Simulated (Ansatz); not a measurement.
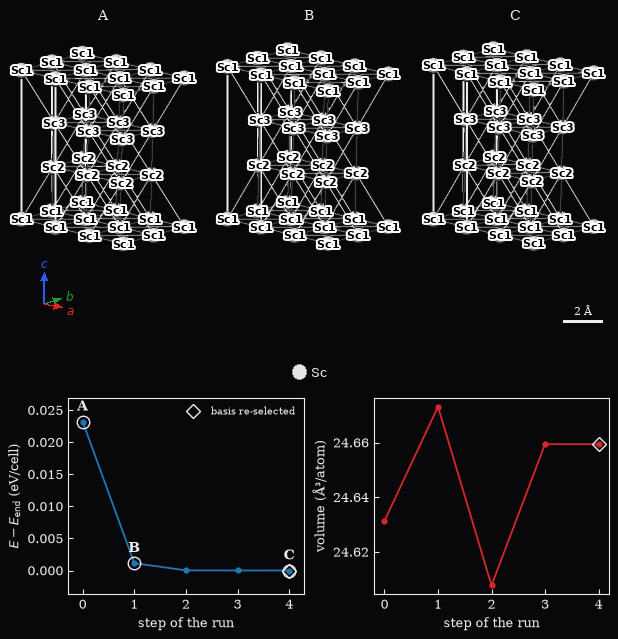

Frames of a relaxation of solid Sc (a generated structure, set up in R-3m), marked on the history of the run. A ball-and-stick model of the cell of the calculation, repeated 3 × 2 × 1 with one cell outlined, seen from a free direction.

Case: stacking ABC.

Level of theory: Ansatz, DFT PBE, scalar-relativistic, plane waves, PAW. Set-up: plane-wave cutoff 420 eV; k-point mesh 15 × 15 × 6; occupations gaussian; smearing width 0.1 eV; no spin polarisation; cell and atoms relaxed; force threshold 0.01 eV/Å; at most 45 steps.

Q: What happens along the run?

A: After 3 accepted moves (4 points after the start) the energy has fallen by 23.2 meV per cell of the calculation. All forces vanish by symmetry, so only the cell relaxes. Pressure: 0.12 GPa at the start and −0.02 GPa at the end. At 1 point the geometry stayed and the basis and grid were re-selected for the new cell (energy shift of less than 0.05 meV per cell of the calculation at most each time). The atoms keep their places relative to the cell (all moves are under 0.005 Å). The drawn cell changes as follows: a = b 3.319 → 3.267 Å (−1.6 %), c 7.746 → 8.003 Å (+3.3 %); the volume changes by +0.1 %. Among the contacts that change: Sc1–Sc1 3.319 → 3.267 Å, Sc1–Sc2 3.215 → 3.267 Å. The space group (tolerance 0.01 Å) goes from R-3m (No. 166) to Fm-3m (No. 225). From step 0 to 1: volume +0.2 %, energy −22.1 meV per cell of the calculation. From step 1 to 4: energy −1.2 meV per cell of the calculation.
